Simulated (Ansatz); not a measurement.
# Run report: CuO, single-point calculation (part 1 of 3)

The run: single-point calculation of CuO (C2/c, 4 atoms in the cell). Method and program: DFT PBE+U, scalar-relativistic, plane waves, PAW, Ueff = 4 eV on Cu d, spin-polarised (Ansatz 0.2.0).

The structure derives from an entry of the Crystallography Open Database. Figures and captions count atoms from 1; the log counts them from 0 in places.

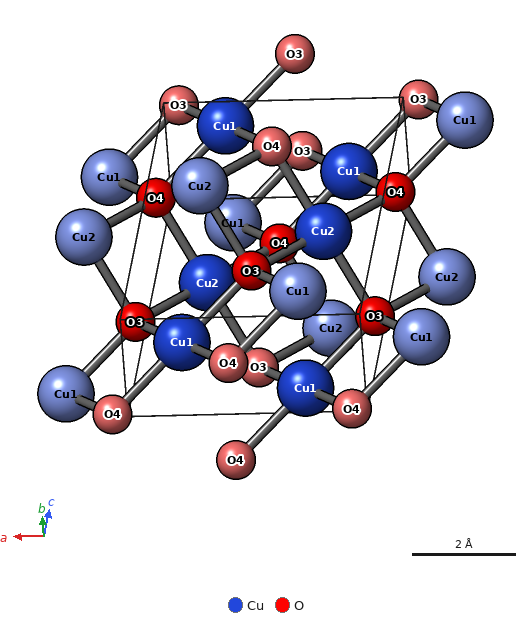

The structure (ball-and-stick view of the cell 2 times as large as that of the calculation, set on its symmetry axes, seen at an oblique angle; neighbours outside the cell are drawn fainter; atoms are numbered from 1 in the order of the input). Near neighbours in the crystal (not all of them lie inside the picture): Cu has 4 O at 1.95 to 1.96 Å; O has 4 Cu at 1.95 to 1.96 Å.

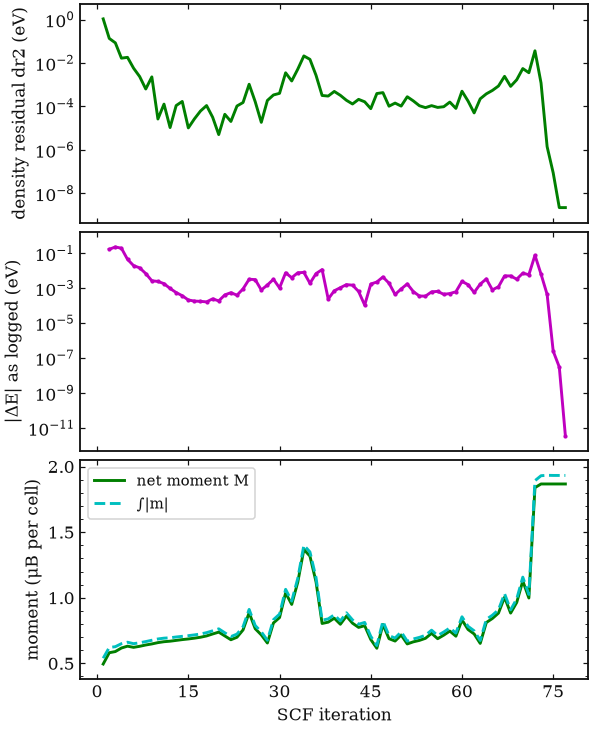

Convergence of the self-consistent field: density residual dr2, size of the energy change and magnetic moment against the SCF iteration. The residual falls unevenly and jumps up by a factor of two or more 20 times on the way down. The net moment goes from 0.5 to 1.9 μB per cell.

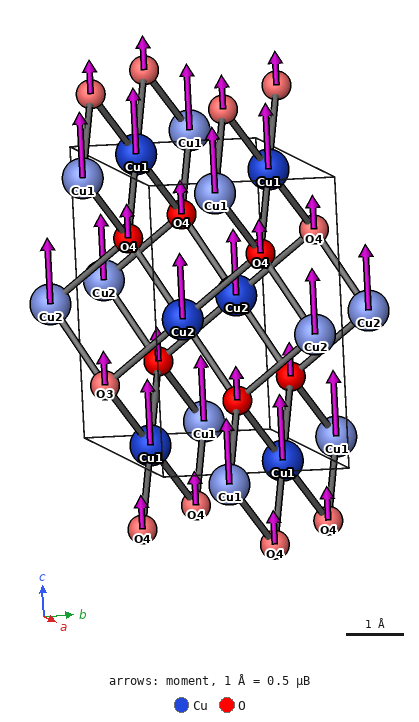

Magnetic moments of the sites as pink arrows (ball-and-stick view of the cell 2 times as large as that of the calculation, set on its symmetry axes, seen slightly off an axis; neighbours outside the cell are drawn fainter; atoms are numbered from 1 in the order of the input); small moments hardly show. The run is collinear, so the axis drawn is arbitrary. Site moments: Cu1, Cu2 (0.59 μB); O3, O4 (0.31 μB). They are counted near the atoms and needn't add up to the moment of the cell.

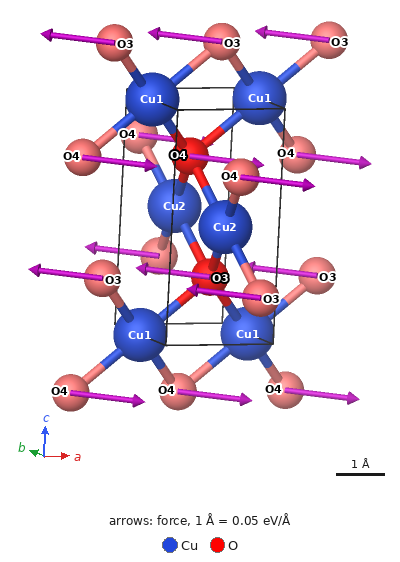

Forces on the atoms as pink arrows (ball-and-stick view of the cell of the calculation, seen slightly off an axis; neighbours outside the cell are drawn fainter; atoms are numbered from 1 in the order of the input). The largest act on O3, O4 (0.08 eV/Å). The geometry is not a stationary point of this energy.

The input and output of the run follow.

### Input
```yaml
crystal:
  lattice:
    - [2.34185, -1.7113, 0.0]
    - [2.34185, 1.7113, 0.0]
    - [-0.8500274268, 0.0, 5.0578693947]
  atoms:
    - { symbol: Cu, position: [0.0, 0.5, 0.0], spin: 1.0 }
    - { symbol: Cu, position: [0.5, 0.0, 0.5], spin: 1.0 }
    - { symbol: O, position: [0.5816, 0.4184, 0.25] }
    - { symbol: O, position: [0.4184, 0.5816, 0.75] }
basis:
  ecutwfc: 420
  ecutrho_ratio: 4
kpoints:
  mp_grid: { grid: [5, 5, 3] }
hamiltonian:
  xc: pbe
  hubbard: { sites: [{ species: Cu, l: d, u_eff: 4.0 }] }
scf:
  occupations: { method: gaussian, width: 0.05 }
output:
  forces: true
  stress: true
  eigenvalues: true
  populations: true
  hubbard: { sites: [{ species: Cu, l: d }] }
magnetization:
  spin_polarized: true
```

Command:
```bash
ansatz run input.yaml --threads 8 --pin off --max-ram 22528MiB --backend cpu --events-out ev --progress --plain --runs-dir out
```

### Output
```
Cu: projections on atomic orbitals take those of the free atom [Ne] 3s2 3p6 3d10 4s1, of charge +0.00 (hamiltonian.pseudopotentials.projection_atoms); the dataset's partial waves leave at most 2.0e-6 of an orbital's norm unspanned inside its sphere
O: projections on atomic orbitals take those of the free atom [He] 2s2 2p4, of charge +0.00 (hamiltonian.pseudopotentials.projection_atoms); the dataset's partial waves leave at most 1.9e-8 of an orbital's norm unspanned inside its sphere
Engine: ansatz 0.2.0, aarch64-unknown-linux-gnu
Pseudopotentials: kind: paw
Pseudopotential: Cu, paw, valence charge 19, recommended cutoff 420 eV (normal), Cu.paw.azcp
Pseudopotential: O, paw, valence charge 6, recommended cutoff 420 eV (normal), O.paw.azcp
Functional definition: PBE
  parameter kappa = 0.804
  parameter beta = 0.06672455060314922
  exchange = pbe_x(kappa = kappa, mu = beta*pi^2/3)
  correlation = pbe_c(beta = beta)
Crystal: 4 atoms, lattice volume = 40.540 Å³
Basis set: ecut = 420 eV, 787 PW (Γ), exchange–correlation on 40×40×72 points (8 copies of the dense FFT grid, shifted against one another)
Bands: 32, of which v1, the nominal top of the filled ones, is band 25 counted from 1 (24 counted from 0)
Symmetry: 4 space group operations
Space group: C2/c (ITA 15), of the structure as read, at distance tolerance 3.4e-5 Å
Magnetic group: BNS 15.85 (UNI 92), of the structure as read, at distance tolerance 3.4e-5 Å
k-points: 24 of 75
Non-local potential: Cu, projectors of the file, l = 0: 3, l = 1: 2, l = 2: 3, l = 3: 1
Non-local potential: O, projectors of the file, l = 0: 2, l = 1: 2, l = 2: 1
PAW form: soft (Blöchl's): semilocal exchange-correlation on the pseudo side does not see the compensation charge
PAW one-centre angular grid: Cu, 590 points (default); XC on 64 Gauss nodes
PAW one-centre angular grid: O, 110 points (default); XC on 64 Gauss nodes
Initial density: superposition of atomic densities (chi_scale 0.1, normalization cell, long waves kept (reshape's long-wave potential 0.00 eV rms))
Starting moments: Σ|m| = 2 μB on 2 of 4 sites
Initial wavefunctions: pseudopotential atomic-orbital guess
Functional: x = pbe(κ = 0.804, μ = 0.2195149727645171), c = pbe(β = 0.06672455060314922)
iter 1 solved again at ethr=2.13e-3 eV; its pass at ethr=3.10e-3 eV (dr2=1.06e0 eV) is discarded
```
